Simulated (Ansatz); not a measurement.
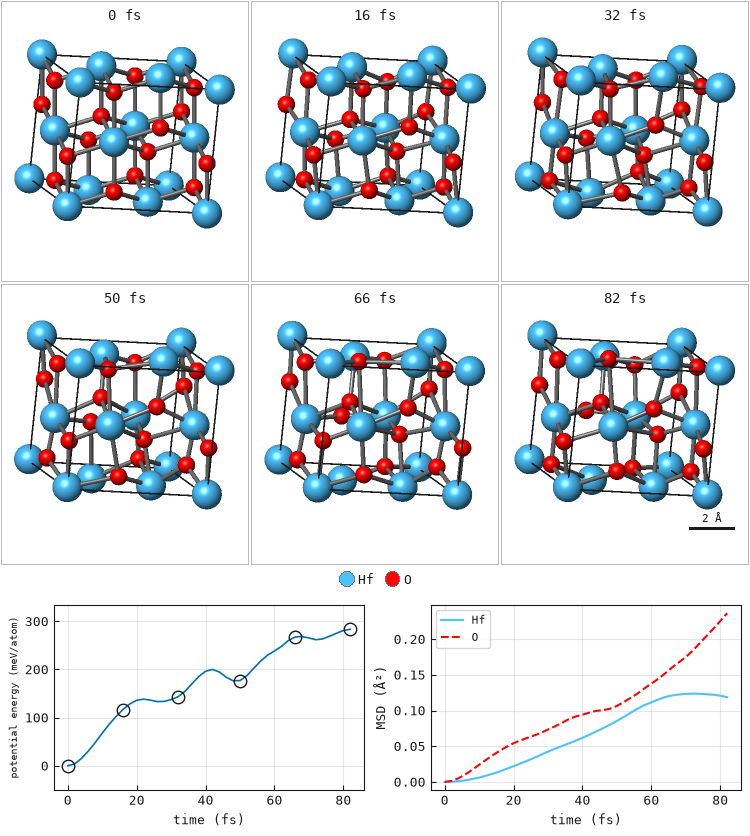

A Born-Oppenheimer molecular dynamics run of an 18-atom cell of HfO2 (set up in Fm-3m), 82 fs long. Frames and the history of the run. A ball-and-stick model of the reduced simulation cell, seen slightly off an axis. Bonds to atoms that aren't drawn are left out. Lengths and directions refer to the drawn axes.

All numbers below come from Ansatz 0.2.0, DFT PBE, scalar-relativistic, plane waves, PAW. Run with plane-wave cutoff 420 eV; k-point mesh 2 × 2 × 2; Fermi-Dirac smearing 0.224 eV; volume 1.1 times that of the relaxed crystal; Langevin thermostat (NVT); set temperature 2600 K; time step 2 fs; friction 0.02 per fs.

> Describe the run.

In the second half of the run the atoms are, in the root-mean-square, this far from where they began (common drift taken out): O 0.39 Å, Hf 0.33 Å. The run lasts only 82 fs, too short to tell vibration from diffusion. Over the second half the temperature averages 2326 K (spread ±274 K). The potential energy is still drifting at the end, so the run hasn't reached equilibrium. The potential energy in the second half lies on average 236 meV per atom above the first frame. The mean pressure there is −0.6 GPa. The run was cut off by its time limit after 41 steps.
